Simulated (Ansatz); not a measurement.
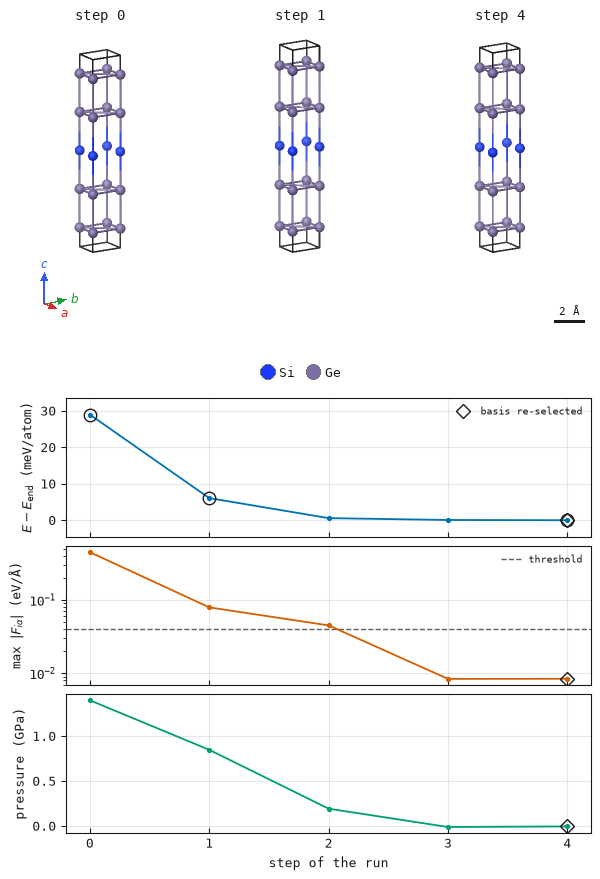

Frames of a relaxation of crystalline SiGe₄ (a generated structure, set up in P6/mmm) (coarse preliminary run), marked on the history of the run. Style: ball-and-stick. Shown: the cell of the calculation, slightly off an axis.

These are results of DFT PBE, scalar-relativistic, plane waves, PAW in Ansatz 0.2.0, not measurements.

Input
```yaml
crystal:
  lattice:
    - [2.83175342, 0.0, 0.0]
    - [-1.41587671, 2.4523704, 0.0]
    - [0.0, 0.0, 13.29590537]
  atoms:
    - { symbol: Si, position: [0.0, 0.0, 0.5] }
    - { symbol: Ge, position: [0.0, 0.0, 0.7] }
    - { symbol: Ge, position: [0.0, 0.0, 0.9] }
    - { symbol: Ge, position: [0.0, 0.0, 0.1] }
    - { symbol: Ge, position: [0.0, 0.0, 0.3] }
basis:
  ecutwfc: 420
kpoints:
  mp_grid: { grid: [6, 6, 2] }
hamiltonian:
  xc: pbe
scf:
  occupations: { method: gaussian, width: 0.1 }
  lower_state_search: "off"
output:
  forces: true
  stress: true
  eigenvalues: true
relax:
  adjacent_minimum: "off"
  f_tol: 0.04
  max_steps: 70
  cell: { stress_tol: 0.4 }
```

Run as
```bash
ansatz run input.yaml --threads 1 --pin off --max-ram 2560MiB --backend cpu --events-out ev --progress --plain --runs-dir out
```

Question: Describe the path.

Answer: After 3 accepted moves (4 points after the start) the energy has fallen by 29.0 meV per atom. The largest force component goes from 0.45 to 0.0084 eV/Å. Pressure: 1.40 GPa at the start and 0.00 GPa at the end. The SCF was repeated once at an unchanged geometry on a basis and grid sized afresh for the cell, which shifted the energy by 0.1 meV per atom at most. The largest moves relative to the cell, 0.063 Å, are those of Ge2 and Ge5. Ge5 goes along +c. Si stays in place. Cell: a = b 2.832 → 2.806 Å (−0.9 %), c 13.296 → 13.757 Å (+3.5 %). Volume +1.6 %. Some distances before and after: Ge2–Ge3 2.659 → 2.795 Å, Ge3–Ge4 2.659 → 2.790 Å, Si1–Ge2 2.659 → 2.688 Å, Ge2–Ge2 2.832 → 2.806 Å. The space group stays P6/mmm (No. 191). From step 0 to 1: Ge atoms move most (0.09 Å), volume +0.7 %, energy −22.9 meV per atom. From step 1 to 4: Ge atoms move most (0.03 Å), volume +0.8 %, energy −6.1 meV per atom.

```
step  E − E(0), meV/atom  largest force component, eV/Å  pressure, GPa  volume, Å³/atom                      note
   0                0.00                         0.4522           1.40           18.467                          
   1              -22.90                         0.0796           0.85           18.604                          
   2              -28.39                         0.0452           0.19           18.725                          
   3              -28.90                         0.0084          -0.01           18.761                          
   4              -28.96                         0.0084           0.00           18.761  same geometry, new basis
```

Limits of the set-up: the k-point mesh is coarse for a cell with partly filled bands.
